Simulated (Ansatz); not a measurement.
System: Si53C (cell with a defect).

The calculation's input:

```
crystal:
  lattice:
    - [-8.2045149714, 8.2045149714, 0.0]
    - [-8.2045149714, 0.0, 8.2045149714]
    - [0.0, 8.2045149714, 8.2045149714]
  atoms:
    - { symbol: C, position: [0.75, 0.75, 0.75] }
    - { symbol: Si, position: [0.0833333333, 0.75, 0.75] }
    - { symbol: Si, position: [0.75, 0.0833333333, 0.75] }
    - { symbol: Si, position: [0.75, 0.75, 0.0833333333] }
    - { symbol: Si, position: [0.4166666667, 0.75, 0.75] }
    - { symbol: Si, position: [0.0833333333, 0.0833333333, 0.75] }
    - { symbol: Si, position: [0.0833333333, 0.75, 0.0833333333] }
    - { symbol: Si, position: [0.75, 0.4166666667, 0.75] }
    - { symbol: Si, position: [0.75, 0.0833333333, 0.0833333333] }
    - { symbol: Si, position: [0.75, 0.75, 0.4166666667] }
    - { symbol: Si, position: [0.4166666667, 0.0833333333, 0.75] }
    - { symbol: Si, position: [0.4166666667, 0.75, 0.0833333333] }
    - { symbol: Si, position: [0.0833333333, 0.4166666667, 0.75] }
    - { symbol: Si, position: [0.0833333333, 0.0833333333, 0.0833333333] }
    - { symbol: Si, position: [0.0833333333, 0.75, 0.4166666667] }
    - { symbol: Si, position: [0.75, 0.4166666667, 0.0833333333] }
    - { symbol: Si, position: [0.75, 0.0833333333, 0.4166666667] }
    - { symbol: Si, position: [0.4166666667, 0.4166666667, 0.75] }
    - { symbol: Si, position: [0.4166666667, 0.0833333333, 0.0833333333] }
    - { symbol: Si, position: [0.4166666667, 0.75, 0.4166666667] }
    - { symbol: Si, position: [0.0833333333, 0.4166666667, 0.0833333333] }
    - { symbol: Si, position: [0.0833333333, 0.0833333333, 0.4166666667] }
    - { symbol: Si, position: [0.75, 0.4166666667, 0.4166666667] }
    - { symbol: Si, position: [0.4166666667, 0.4166666667, 0.0833333333] }
    - { symbol: Si, position: [0.4166666667, 0.0833333333, 0.4166666667] }
    - { symbol: Si, position: [0.0833333333, 0.4166666667, 0.4166666667] }
    - { symbol: Si, position: [0.4166666667, 0.4166666667, 0.4166666667] }
    - { symbol: Si, position: [0.8333333333, 0.8333333333, 0.5] }
    - { symbol: Si, position: [0.1666666667, 0.8333333333, 0.5] }
    - { symbol: Si, position: [0.8333333333, 0.1666666667, 0.5] }
    - { symbol: Si, position: [0.8333333333, 0.8333333333, 0.8333333333] }
    - { symbol: Si, position: [0.5, 0.8333333333, 0.5] }
    - { symbol: Si, position: [0.1666666667, 0.1666666667, 0.5] }
    - { symbol: Si, position: [0.1666666667, 0.8333333333, 0.8333333333] }
    - { symbol: Si, position: [0.8333333333, 0.5, 0.5] }
    - { symbol: Si, position: [0.8333333333, 0.1666666667, 0.8333333333] }
    - { symbol: Si, position: [0.8333333333, 0.8333333333, 0.1666666667] }
    - { symbol: Si, position: [0.5, 0.1666666667, 0.5] }
    - { symbol: Si, position: [0.5, 0.8333333333, 0.8333333333] }
    - { symbol: Si, position: [0.1666666667, 0.5, 0.5] }
    - { symbol: Si, position: [0.1666666667, 0.1666666667, 0.8333333333] }
    - { symbol: Si, position: [0.1666666667, 0.8333333333, 0.1666666667] }
    - { symbol: Si, position: [0.8333333333, 0.5, 0.8333333333] }
    - { symbol: Si, position: [0.8333333333, 0.1666666667, 0.1666666667] }
    - { symbol: Si, position: [0.5, 0.5, 0.5] }
    - { symbol: Si, position: [0.5, 0.1666666667, 0.8333333333] }
    - { symbol: Si, position: [0.5, 0.8333333333, 0.1666666667] }
    - { symbol: Si, position: [0.1666666667, 0.5, 0.8333333333] }
    - { symbol: Si, position: [0.1666666667, 0.1666666667, 0.1666666667] }
    - { symbol: Si, position: [0.8333333333, 0.5, 0.1666666667] }
    - { symbol: Si, position: [0.5, 0.5, 0.8333333333] }
    - { symbol: Si, position: [0.5, 0.1666666667, 0.1666666667] }
    - { symbol: Si, position: [0.1666666667, 0.5, 0.1666666667] }
    - { symbol: Si, position: [0.5, 0.5, 0.1666666667] }
  host:
    lattice:
      - [0.0, 2.7348383238, 2.7348383238]
      - [2.7348383238, 0.0, 2.7348383238]
      - [2.7348383238, 2.7348383238, 0.0]
    atoms:
      - { symbol: Si, position: [0.75, 0.75, 0.75] }
      - { symbol: Si, position: [0.5, 0.5, 0.5] }
basis:
  ecutwfc: 420
  xc_grid: 2
kpoints:
  mp_grid: { grid: [2, 2, 2], shift: [0.0, 0.0, 0.0] }
hamiltonian:
  xc: pbe
scf:
  occupations: { method: gaussian, width: 0.01 }
output:
  forces: true
  stress: false
  eigenvalues: true
  charged_corrections: { defect_position: [0.75, 0.75, 0.75] }
  write_density: true
  write_potential: true
  elf: true
  volumetric_format: npy
relax:
  adjacent_minimum: "off"
  f_tol: 0.025
  max_steps: 60
```

Command:

```sh
ansatz run input.yaml --threads 8 --pin off --max-ram 22528MiB --backend cpu --events-out ev --progress --plain --runs-dir out
```

The fields are those of the relaxed geometry.

Theory: DFT PBE, scalar-relativistic, plane waves, PAW (Ansatz).

### Predict the valence pseudo-density and electron localisation function between the atoms.

Si–C (2.06 Å): ρ at the midpoint is about 0.67 e/Å³; the ELF peaks at about 0.90 between the atoms (a covalent bond).
Si–Si (2.37 Å): the density is about 0.56 e/Å³ at the midpoint; the ELF peaks at about 0.95 between the atoms, as expected for a covalent bond.
Si–Si (2.43 Å): ρ is about 0.52 e/Å³ halfway; the ELF peaks at about 0.95 between the atoms: localised, covalent bonding.

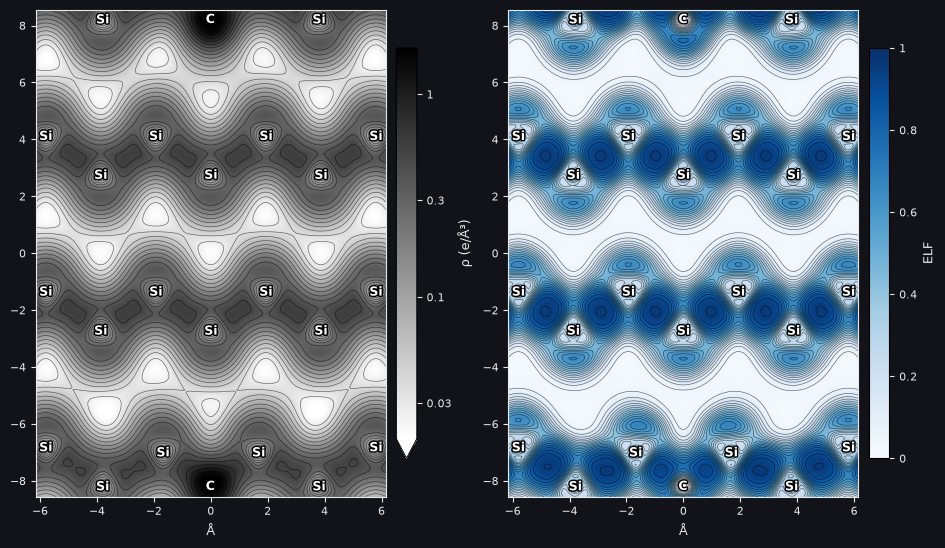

Computed valence pseudo-density and electron localisation function on the (011̄) plane of the calculation cell, in this order. 
